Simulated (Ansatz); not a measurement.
**Single-point calculation of WS$_{2}$**

- system: WS$_{2}$ (R3m, 3 atoms in the cell)
- method: DFT PBE+D3(BJ), scalar-relativistic, plane waves, PAW, no spin polarisation (Ansatz 0.2.0)

The structure derives from an entry of the Crystallography Open Database. It belongs to a series of runs on one base structure; here: band edges and mean potential of the bulk.

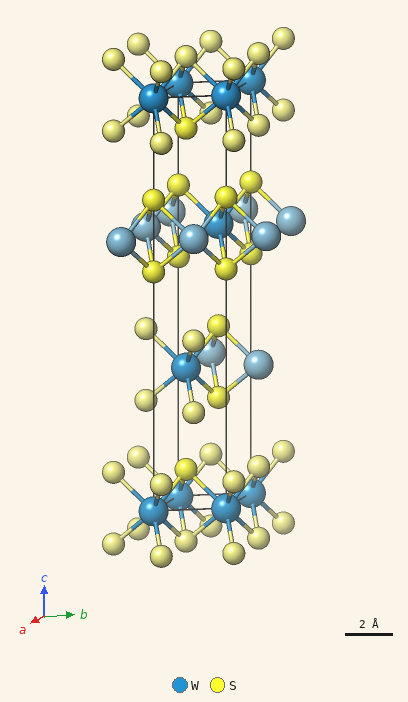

The structure (ball-and-stick view of the cell 3 times as large as that of the calculation, set on its symmetry axes, seen slightly off an axis; neighbours outside the cell are drawn fainter). An atom can appear more than once, as a periodic image.

### Summary

| quantity | value |
| --- | --- |
| outcome | converged |
| space group (tolerance 0.01 Å) | R3m (160) |
| electrons treated | 26 |
| free energy | −12192.6587 eV |
| Fermi energy | 12.640 eV |
| gap on the k-point mesh | 0.91 eV |
| gap on the band path | 0.90 eV |
| pressure | 0.03 GPa |
| largest force (length of the vector) | 0.001 eV/Å |
| hardware | 8 threads of Arm Neoverse V2, 24 GiB of memory available, shared host |
| wall time | 3.7 s (CPU time 25 s) |
| peak memory | 0.54 GiB |

### Remarks

Spin–orbit coupling is left out, which matters for W.

### Input
```yaml
crystal:
  lattice:
    - [1.5786015689, 0.9114060407, 6.0393060293]
    - [-1.5786015689, 0.9114060407, 6.0393060293]
    - [0.0, -1.8228120815, 6.0393060293]
  atoms:
    - { symbol: W, position: [-0.0006554633, -0.0006554633, -0.0006554633] }
    - { symbol: S, position: [0.7527776225, 0.7527776225, 0.7527776225] }
    - { symbol: S, position: [0.5791778408, 0.5791778408, 0.5791778408] }
basis:
  ecutwfc: 420
kpoints:
  mp_grid: { grid: [12, 12, 12] }
  band_path: { path: [VBM, CBM], npoints: 2 }
hamiltonian:
  xc: pbe
  dispersion: d3bj
scf:
  occupations: { method: gaussian, width: 0.02 }
output:
  forces: true
  stress: true
  eigenvalues: true
  write_density: true
  write_potential: true
  elf: true
  volumetric_format: npy
```

Run as:
```bash
ansatz run input.yaml --threads 8 --pin off --max-ram 20480MiB --backend cpu --events-out ev --progress --plain --runs-dir out
```

### What the program printed
```
basis.fft_grid_basis auto: the FFT boxes are laid along the combinations [[1, -1, 0], [0, 1, 0], [0, -1, 1]] of the cell's own vectors, 3.157, 6.308 and 3.157 Å long. The dense box has 24×45×24 points. Along the cell's own vectors, as sized, it would have 45×45×45, 3.52 times as many. Of the 6 symmetry operations that the crystal satisfies within crystal.symmetry.tolerance (time reversal apart; of a slab, those that keep its plane) the dense box along the cell's own vectors carries 6, and the one as laid loses 4 of those. basis.fft_grid_basis: typed keeps the cell's own vectors: state it where this run's energies or levels are differenced outside the engine with another run's, or held beside a run that keeps those vectors. Those combinations have planes normal to reciprocal vector 3, as the cell's own vectors have. Each planar average written beside output.write_density, output.write_potential has a row for each plane of the box: 24. The volumetric files lie along those combinations, not along the cell's own vectors: a cube or XSF file states them, and fields.json those of NumPy files.
Engine: ansatz 0.2.0, aarch64-unknown-linux-gnu
Pseudopotentials: kind: paw
Pseudopotential: W, paw, valence charge 14, recommended cutoff 420 eV (normal), W.paw.azcp
Pseudopotential: S, paw, valence charge 6, recommended cutoff 420 eV (normal), S.paw.azcp
Functional definition: PBE
  parameter kappa = 0.804
  parameter beta = 0.06672455060314922
  exchange = pbe_x(kappa = kappa, mu = beta*pi^2/3)
  correlation = pbe_c(beta = beta)
Crystal: 3 atoms, lattice volume = 52.134 Å³
Basis set: ecut = 420 eV, 999 PW (Γ), FFT grids on a1−a2, a2, −a2+a3, exchange–correlation on 48×90×48 points (8 copies of the dense FFT grid, shifted against one another)
Bands: 17, of which v1, the nominal top of the filled ones, is band 13 counted from 1 (12 counted from 0)
Symmetry: 6 space group operations
Space group: R3m (ITA 160), of the structure as read, at distance tolerance 3.7e-5 Å
k-points: 189 of 1728 (time reversal used)
Non-local potential: W, projectors of the file, l = 0: 3, l = 1: 2, l = 2: 2, l = 3: 1
Non-local potential: S, projectors of the file, l = 0: 2, l = 1: 2, l = 2: 2
PAW form: soft (Blöchl's): semilocal exchange-correlation on the pseudo side does not see the compensation charge
PAW one-centre angular grid: W, 590 points (default); XC on 64 Gauss nodes
PAW one-centre angular grid: S, 110 points (default); XC on 64 Gauss nodes
Initial density: superposition of atomic densities (neutral atoms: chi_scale 0, normalization atom), corrected by the library's trained network
Initial wavefunctions: pseudopotential atomic-orbital guess
Functional: x = pbe(κ = 0.804, μ = 0.2195149727645171), c = pbe(β = 0.06672455060314922)
SCF iter   1: F=—  HF=-12192.653455 eV  |F-HF|=—  |Δ(HF+E_count)|=         —  Δρ=5.16e-3  dr2=5.35e-3  ethr=1.77e-3  ⟨swp⟩=6.0  Hψ=19128  notcnv=0
preconditioner: auto → none  [insulator: Δε(μ)=0.917 eV  Ē_g=8.836 eV  σ=0.020 eV  W_gap=1.00  n_scr=16 (ndim 8)  ℏωp=21.8 eV  f_vac=0.009  D(μ)=0.00/eV (n_scr^D=0)  ε∞_Penn≈7.1]
SCF iter   2: F=—  HF=-12192.656714 eV  |F-HF|=—  |Δ(HF+E_count)|=   3.26e-3  Δρ=2.66e-3  dr2=1.72e-3  ethr=2.06e-5  ⟨swp⟩=2.2  Hψ=6565  notcnv=0
SCF iter   3: F=—  HF=-12192.658735 eV  |F-HF|=—  |Δ(HF+E_count)|=   2.02e-3  Δρ=7.17e-4  dr2=6.22e-4  ethr=6.62e-6  ⟨swp⟩=2.0  Hψ=5292  notcnv=0
SCF iter   4: F=—  HF=-12192.658678 eV  |F-HF|=—  |Δ(HF+E_count)|=   5.72e-5  Δρ=1.41e-4  dr2=1.53e-5  ethr=2.39e-6  ⟨swp⟩=2.0  Hψ=4530  notcnv=0
SCF iter   5: F=—  HF=-12192.658682 eV  |F-HF|=—  |Δ(HF+E_count)|=   4.70e-6  Δρ=2.33e-5  dr2=6.78e-7  ethr=5.88e-8  ⟨swp⟩=2.0  Hψ=4648  notcnv=0
SCF iter   6: F=-12192.658682 eV  HF=-12192.658682 eV  |F-HF|=7.35e-9  |Δ(HF+E_count)|=   3.81e-8  Δρ=5.84e-6  dr2=2.79e-8  ethr=3.85e-10  ⟨swp⟩=11.0  Hψ=25516  notcnv=0
SCF 1 converged in 6 iterations: F = -12192.658682 eV  dr2 = 2.79e-8
  greatest PAW one-centre occupation: 1.000 electrons in one spin orbital (limit 2), on the W atom at site 0 (counted from 0), in its partial waves of l = 0
NSCF: frozen V_eff on 32 k-points
NSCF: frozen V_eff on 32 k-points
NSCF: frozen V_eff on 32 k-points
NSCF: frozen V_eff on 32 k-points
NSCF: frozen V_eff on 2 k-points
NSCF: frozen V_eff on 17 k-points
NSCF: frozen V_eff on 10 k-points
NSCF: frozen V_eff on 9 k-points
NSCF: frozen V_eff on 17 k-points
NSCF: frozen V_eff on 5 k-points
NSCF: frozen V_eff on 7 k-points
NSCF: frozen V_eff on 7 k-points
NSCF: frozen V_eff on 6 k-points
NSCF: frozen V_eff on 8 k-points
NSCF: frozen V_eff on 6 k-points
NSCF: frozen V_eff on 3 k-points
SCF converged after 6 iterations
Free energy (F): -12192.658682 eV
Harris-Foulkes:  -12192.658682 eV  (|F-HF|=7.35e-9)
Internal energy: -12192.658682 eV  (E = F + TS)
E sigma→0 (E₀):  -12192.658682 eV
Fermi energy:    12.639510 eV
--- Per-component energies (eV) ---
  E_band       = -177.213108
  E_kinetic    = 667.339192
  E_local      = -1662.093280  (includes V_loc(G=0)·N_el)
  E_nonlocal   = 57.434054
  E_hartree    = 655.470806
  E_xc         = -462.631297
  E_vxc        = -415.691994  (∫ρ·V_xc dr)
  E_paw        = -9763.171137  (= ΣΔE_a)
  E_vpaw       = -135.137356  (= ΣTr[D̂ρ^β])
  E_aug_tail   = -0.000062  (compensation charges beyond the density's cutoff)
  E_ewald      = -1683.696274
  E_disp       = -1.310686  (pairwise vdW)
  E_smearing   = -0.000000  (= −TS)
  E_closure    = -0.000000  (closes the sum)
  Σ components = -12192.658682   (vs F -12192.658682, Δ=0.00e0)
--- Forces (eV/Å), atoms counted from 1 ---
  atom   1  W      0.00000000    -0.00000000     0.00093968
  atom   2  S     -0.00000000     0.00000000    -0.00007661
  atom   3  S      0.00000000     0.00000000    -0.00085949
  max |Σ_I F_I| component: 3.58e-6 eV/Å
--- Stress (GPa, compression-positive) ---
        0.026651       0.000000      -0.000000
        0.000000       0.026651       0.000000
       -0.000000       0.000000       0.025269
  P = ⅓ Tr σ = 0.0262 GPa (0.262 kbar)
--- Band table (eV; the first three rows and the last of 189) ---
  k-point 0: bands = ["-62.4629", "-26.7645", "-26.5826", "-26.5826", "-3.5872", "-1.5259", "4.3493", "8.6199", "8.6199", "9.8321", "9.8321", "10.7560", "10.8324", "14.2998", "14.2998", "14.6116", "14.6116"]
  k-point 1: bands = ["-62.4616", "-26.7600", "-26.6075", "-26.5883", "-3.4675", "-1.4933", "4.4984", "8.3163", "8.7378", "9.4069", "9.6426", "10.7336", "10.9788", "14.2050", "14.3208", "14.4616", "14.5651"]
  k-point 2: bands = ["-62.4582", "-26.7476", "-26.6751", "-26.6041", "-3.1252", "-1.3998", "4.9047", "7.6087", "8.6213", "9.0623", "9.2045", "10.6057", "10.8739", "13.6277", "14.2980", "14.5219", "14.9890"]
  k-point 188: bands = ["-62.4629", "-26.7646", "-26.5826", "-26.5826", "-3.2889", "-2.0814", "5.5916", "8.1272", "8.5961", "8.5961", "9.8813", "9.8813", "12.1826", "14.3828", "14.3828", "14.4674", "14.4674"]
```

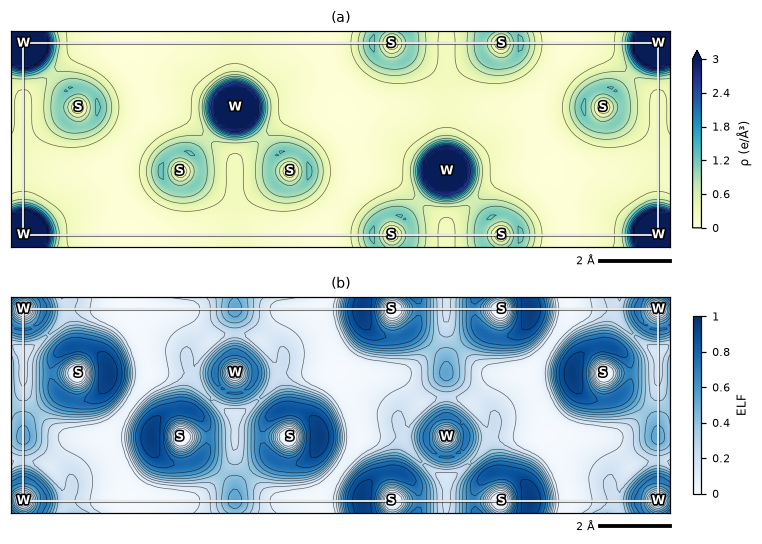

(a) valence electron density; (b) ELF on the (110) plane of the conventional cell. W–S (2.41 Å): ρ is about 0.63 e/Å³ halfway; the ELF is about 0.50 at the midpoint. Away from the nuclei the density in this plane falls to 0.02 e/Å³ at its lowest. The ELF has a maximum of about 0.55 in the space between the atoms. The strong features right at W lie inside the PAW spheres (semicore, d or f shells) and say nothing about bonding. Core electrons are frozen (PAW), so the fields are smoothed inside the atomic spheres.

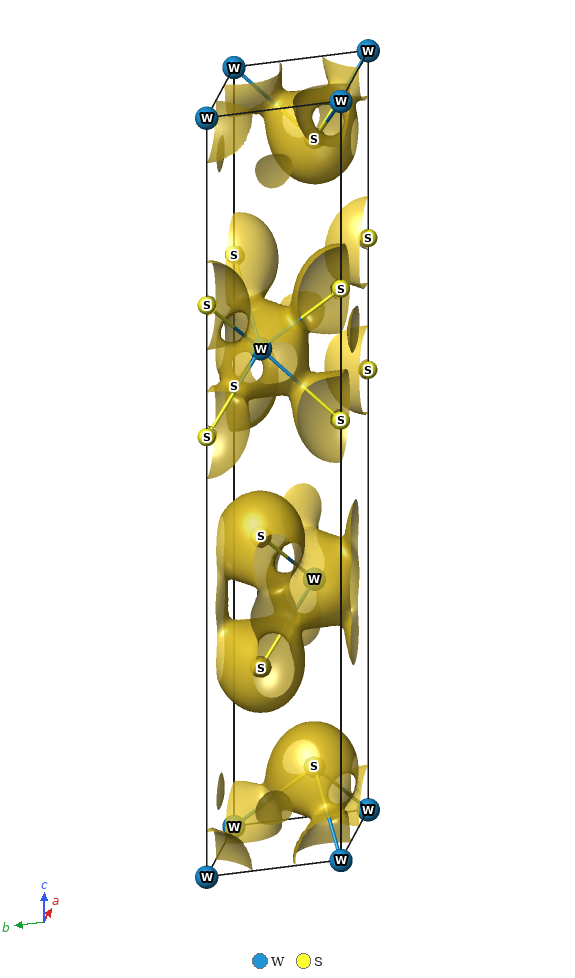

Isosurface of the valence pseudo-density at 0.5 e/Å³ (yellow), seen at an oblique angle. Sticks mark near contacts. The outline is the cell set on symmetry axes. At this value the density is joined into sheets; it holds about 70 % of the electrons treated as valence (semicore included). On the grid the lowest density along these lines, outside the cores, is 0.63 e/Å³ (W–S, 2.41 Å).

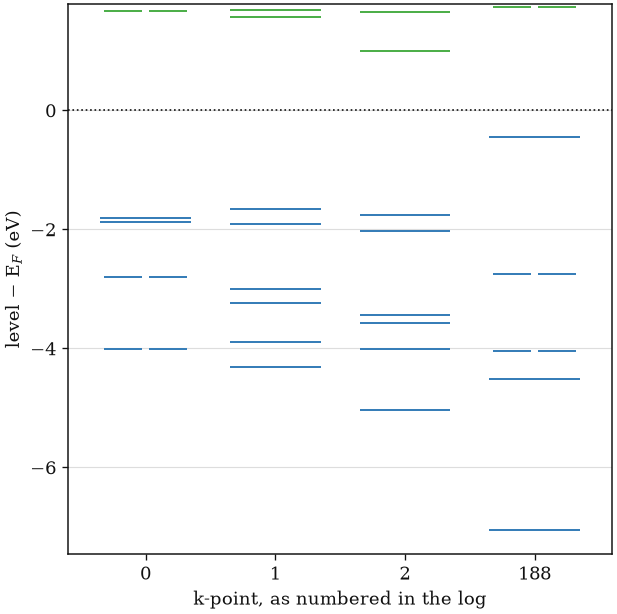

Kohn–Sham levels near the Fermi level (dotted) at the few k-points that the log prints; levels within 0.02 eV of each other stand side by side. Among these points the highest filled and lowest empty levels are 1.45 eV apart; the gap on the full mesh, 0.91 eV, has an edge at a point that isn't printed.
